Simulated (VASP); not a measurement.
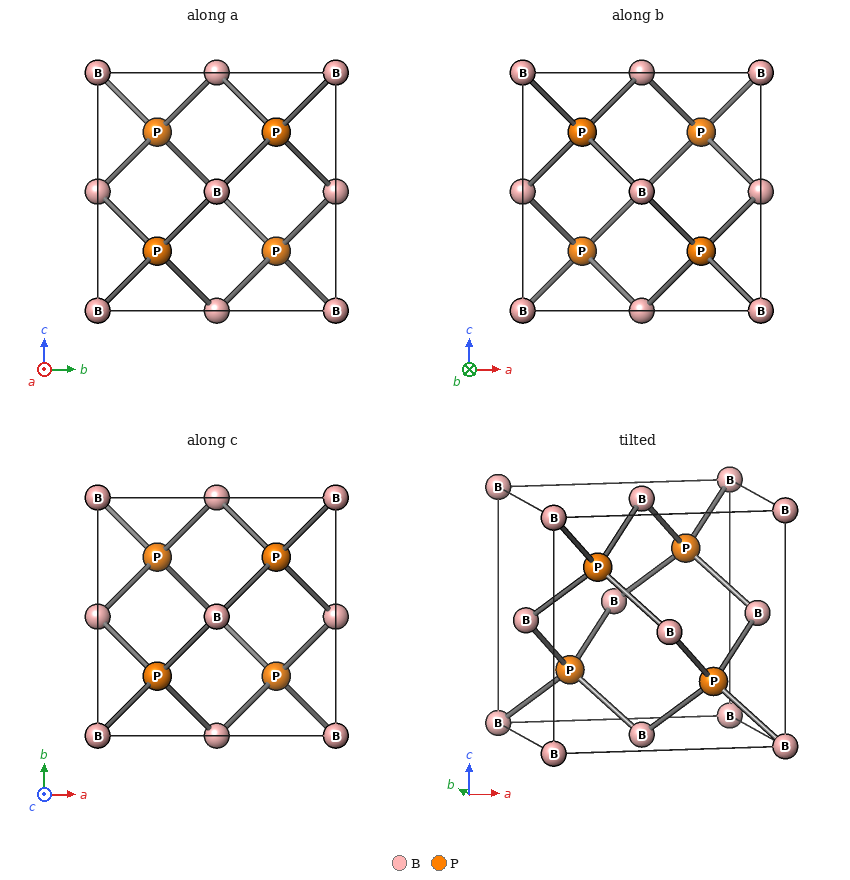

Ball-and-stick representation of a periodic structure, projected along the a axis, along the b axis, along the c axis and slightly off an axis. The conventional unit cell is drawn as a box.

Lattice parameters: a = 4.537 Å, b = 4.537 Å, c = 4.537 Å, α = 90.00°, β = 90.00°, γ = 90.00°. Put a along x and b in the xy plane.

Q: Put the structure into a POSCAR file.

A:
```
B P
1.0
     4.537    0.000    0.000
     0.000    4.537    0.000
     0.000    0.000    4.537
B P
4 4
Direct
  0.0000 0.0000 0.0000
  0.0000 0.5000 0.5000
  0.5000 0.0000 0.5000
  0.5000 0.5000 0.0000
  0.2500 0.2500 0.7500
  0.2500 0.7500 0.2500
  0.7500 0.2500 0.2500
  0.7500 0.7500 0.7500
```

Provenance: a structure type filled with these elements by a generator (whether the compound takes this form wasn't checked). Earlier steps of the study may have refined or changed the cell and positions. A calculation with VASP used it as input.
